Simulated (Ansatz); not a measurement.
## A series of single points on C

System: C (C2/m, 2 atoms in the cell).
Method: DFT PBEsol+D3(BJ), scalar-relativistic, plane waves, PAW, no spin polarisation (Ansatz 0.2.0).

The 7 runs differ only in the geometry, by a shift of atoms along one path in a fixed cell. The shift s is measured from run 4: C2 moves along the Cartesian direction (0.00, 0.00, 1.00), and C1 with it in fixed proportion. The structure derives from an entry of the Crystallography Open Database.

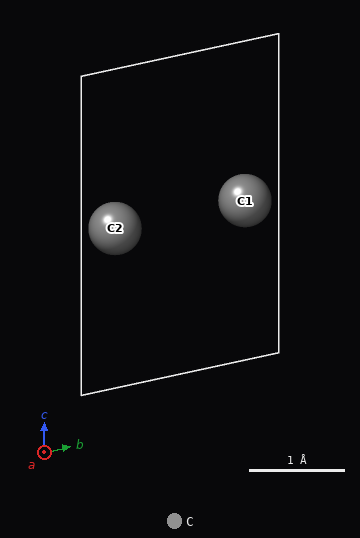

Figure 1. The structure of run 4 (ball-and-stick view of the reduced cell, along the a axis; atoms are numbered from 1 in the order of the input).

## Input of run 4
```yaml
crystal:
  lattice:
    - [1.2291305633, 0.7096388616, 3.2835658809]
    - [-1.2291305633, 0.7096388616, 3.2835658809]
    - [0.0, -1.4192777231, 3.2835658809]
  atoms:
    - { symbol: C, position: [0.1712807466, 0.1712807466, 0.1571890719] }
    - { symbol: C, position: [0.8287192534, 0.8287192534, 0.8428109281] }
basis:
  ecutwfc: 520.0
kpoints:
  mp_grid: { grid: [15, 15, 15] }
hamiltonian:
  xc: pbesol
  dispersion: d3bj
scf:
  occupations: { method: gaussian, width: 0.05 }
output:
  forces: true
  stress: true
  eigenvalues: true
```

Command:
```bash
ansatz run input.yaml --threads 1 --pin off --max-ram 2048MiB --backend cpu --events-out ev --progress --plain --runs-dir out
```

Lattice vectors (Å) and fractional positions of run 4:
```
   1.229131    0.709639    3.283566
  -1.229131    0.709639    3.283566
   0.000000   -1.419278    3.283566
C   0.171281  0.171281  0.157189
C   0.828719  0.828719  0.842811
```

Run 5 differs from it as follows:
```diff
-    - { symbol: C, position: [0.1712807466, 0.1712807466, 0.1571890719] }
-    - { symbol: C, position: [0.8287192534, 0.8287192534, 0.8428109281] }
+    - { symbol: C, position: [0.1680627004, 0.1680627004, 0.1539710257] }
+    - { symbol: C, position: [0.8319372996, 0.8319372996, 0.8460289743] }
```

## Results, with one run withheld

| run | shift s of C2 (Å) | free energy per atom, from the lowest run given (meV) | pressure (GPa) | gap on the mesh (eV) | force along the path (eV/Å) |
| --- | --- | --- | --- | --- | --- |
| 1 | −0.0950 | 148.59 | −1.57 | 0.13 | 6.285 |
| 2 | −0.0633 | 65.76 | −0.29 | 0.17 | 4.170 |
| 3 | −0.0317 | 16.42 | 0.49 | 0.23 | 2.079 |
| 4 | 0.0000 | 0.00 | 0.74 | 0.32 | −0.004 |
| 5 | 0.0317 | ? | ? | ? | ? |
| 6 | 0.0633 | 65.65 | −0.42 | 0.50 | −4.140 |
| 7 | 0.0950 | 147.63 | −1.78 | 0.45 | −6.204 |

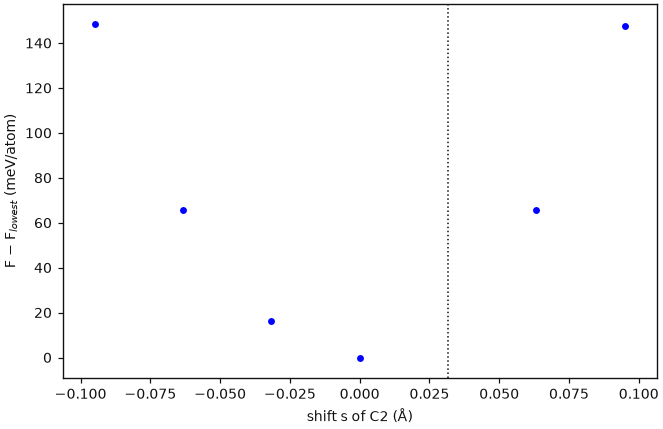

Figure 2. Free energy per atom of the runs given; the dotted line marks run 5.

Estimate the energy of run 5 from the others.

A cubic polynomial in the coordinate, fitted to the 6 runs given, misses them by at most 0.03 meV per atom. With x = s + 0.0053, it reads F = 0.41956 − 171.64 x + 16426 x² − 825.41 x³ (meV per atom). At run 5 it gives 16.51 meV per atom, and the run itself gives 16.51. The slope of the fit gives a force −dF/ds of −2.081 eV/Å along the path (summed over the atoms that move), and the printed forces give −2.078 eV/Å. The fit has its minimum at s = −0.0001 Å. The gap on the mesh lies between 0.13 eV (run 1) and 0.50 eV (run 6); run 5 has 0.44 eV. These are gaps of this functional on this mesh, which can miss the band edges; they aren't the measured gap.

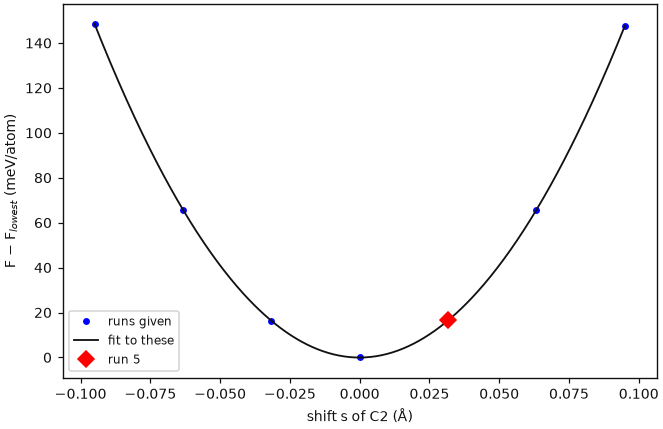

Figure 3. The fit and the withheld run.

## Output, shortened to warnings, some set-up lines, iterations and results (run 5)
```
Basis set: ecut = 520 eV, 451 PW (Γ), FFT grids on a1−a3, a2−a3, a3, exchange–correlation on 40×40×54 points (8 copies of the dense FFT grid, shifted against one another)
Symmetry: 4 space group operations
k-points: 904 of 3375
Initial density: superposition of atomic densities (neutral atoms: chi_scale 0, normalization atom), corrected by the library's trained network
[...]
SCF iter   1: F=—  HF=-493.527886 eV  |F-HF|=—  |Δ(HF+E_count)|=         —  Δρ=3.53e-3  dr2=1.63e-3  ethr=1.77e-3  ⟨swp⟩=4.2  Hψ=47009  notcnv=0
SCF iter   2: F=—  HF=-493.528207 eV  |F-HF|=—  |Δ(HF+E_count)|=   3.21e-4  Δρ=1.51e-3  dr2=2.43e-4  ethr=2.04e-5  ⟨swp⟩=2.3  Hψ=17993  notcnv=0
SCF iter   3: F=—  HF=-493.528302 eV  |F-HF|=—  |Δ(HF+E_count)|=   9.56e-5  Δρ=2.12e-4  dr2=6.80e-6  ethr=3.04e-6  ⟨swp⟩=3.0  Hψ=10856  notcnv=0
SCF iter   4: F=—  HF=-493.528309 eV  |F-HF|=—  |Δ(HF+E_count)|=   6.58e-6  Δρ=3.56e-5  dr2=2.05e-7  ethr=8.50e-8  ⟨swp⟩=3.0  Hψ=11087  notcnv=0
SCF iter   5: F=-493.528309 eV  HF=-493.528309 eV  |F-HF|=9.41e-10  |Δ(HF+E_count)|=   2.54e-7  Δρ=2.88e-6  dr2=5.38e-10  ethr=2.56e-9  ⟨swp⟩=2.1  Hψ=10559  notcnv=0
SCF iter   6: F=-493.528309 eV  HF=-493.528309 eV  |F-HF|=8.58e-12  |Δ(HF+E_count)|=  9.54e-10  Δρ=5.99e-7  dr2=3.18e-11  ethr=6.73e-12  ⟨swp⟩=1.3  Hψ=22575  notcnv=0
SCF 1 converged in 6 iterations: F = -493.528309 eV  dr2 = 3.18e-11
SCF converged after 6 iterations
Free energy (F): -493.528309 eV
Harris-Foulkes:  -493.528309 eV  (|F-HF|=8.58e-12)
Internal energy: -493.528309 eV  (E = F + TS)
E sigma→0 (E₀):  -493.528309 eV
Fermi energy:    7.170248 eV
--- Per-component energies (eV) ---
  E_band       = -15.338989
  E_kinetic    = 181.659457
  E_local      = -293.960488  (includes V_loc(G=0)·N_el)
  E_nonlocal   = 54.986807
  E_hartree    = 87.136160
  E_xc         = -95.233025
  E_vxc        = -118.372796  (∫ρ·V_xc dr)
  E_paw        = -190.981824  (= ΣΔE_a)
  E_vpaw       = -13.924235  (= ΣTr[D̂ρ^β])
  E_aug_tail   = 0.000011  (compensation charges beyond the density's cutoff)
  E_ewald      = -236.952334
  E_disp       = -0.225274  (pairwise vdW)
  E_core_change = 0.042201  (= ΣΔE_core)
  E_smearing   = -0.000000  (= −TS)
  E_closure    = -0.000000  (closes the sum)
  Σ components = -493.528309   (vs F -493.528309, Δ=0.00e0)
--- Forces (eV/Å), atoms counted from 1 ---
  atom   1  C      0.00000000    -2.08765199     1.03909639
  atom   2  C      0.00000000     2.08765199    -1.03909639
  max |Σ_I F_I| component: 2.22e-16 eV/Å
--- Stress (GPa, compression-positive) ---
        5.578295       0.000000       0.000000
        0.000000      -3.448741       1.248163
        0.000000       1.248161      -0.832565
  P = ⅓ Tr σ = 0.4323 GPa (4.323 kbar)
```
